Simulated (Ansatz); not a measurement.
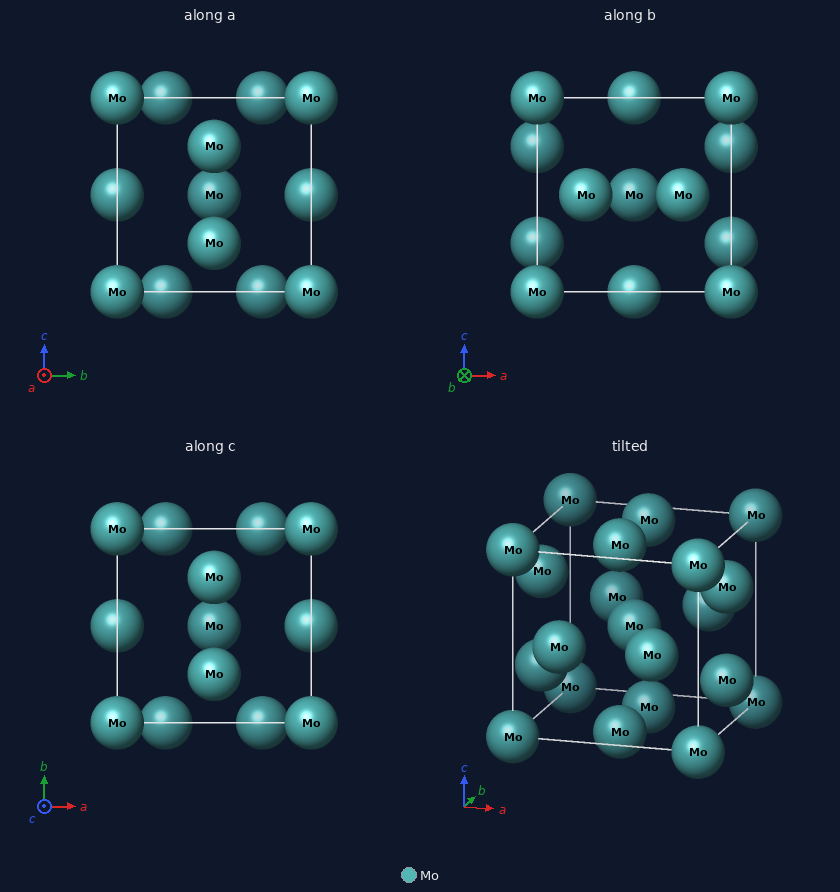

A spheres-only rendering, viewed along the a axis, along the b axis, along the c axis and slightly off an axis. The conventional unit cell is drawn as a box.

Lattice parameters: a = 4.9946 Å, b = 4.9946 Å, c = 4.9946 Å, α = 90.000°, β = 90.000°, γ = 90.000°.

Reconstruct the structure as a CIF with its space group and independent sites.

Answer.
```cif
data_structure
_symmetry_space_group_name_H-M 'P m -3 n'
_symmetry_Int_Tables_number 223
_cell_length_a 4.9946
_cell_length_b 4.9946
_cell_length_c 4.9946
_cell_angle_alpha 90.000
_cell_angle_beta 90.000
_cell_angle_gamma 90.000
_cell_volume 124.59
loop_
_atom_site_label
_atom_site_type_symbol
_atom_site_symmetry_multiplicity
_atom_site_Wyckoff_symbol
_atom_site_fract_x
_atom_site_fract_y
_atom_site_fract_z
_atom_site_occupancy
Mo1 Mo 2 a 0.5000 0.5000 0.5000 1
Mo2 Mo 6 c 0.2500 0.0000 0.5000 1
```

Its origin is a textbook structure type filled with this element (whether it is the usual form wasn't checked). It was relaxed with Ansatz, DFT PBEsol, scalar-relativistic, plane waves, PAW.
